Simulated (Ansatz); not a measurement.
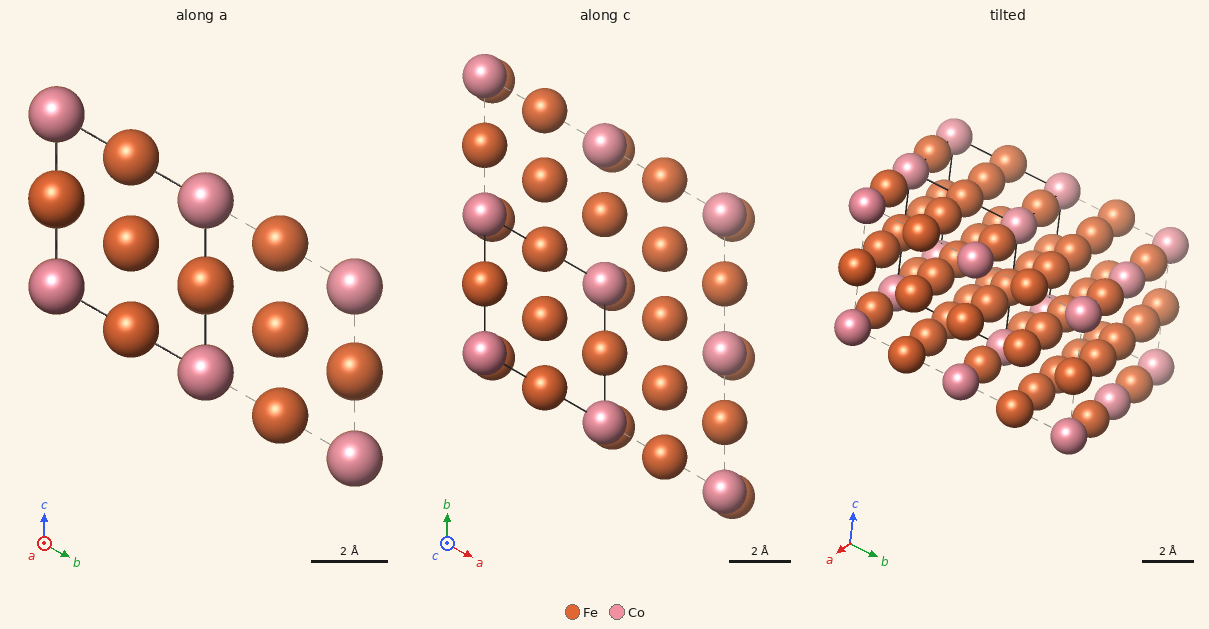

An orthographic spheres-only view of the structure, along the a axis, along the c axis and slightly off an axis. The solid frame is a single unit cell within a 2×2×1 block.

Characterise what is shown.

- The stoichiometry is Fe7Co.
- Space group: P1, with no symmetry beyond the lattice.
- Content of the cell: 7 Fe, 1 Co (Z = 1).

The initial geometry was a structure listed in the Materials Project. The cell was then strained or its atoms displaced on purpose. It was set up as input for a calculation with Ansatz.
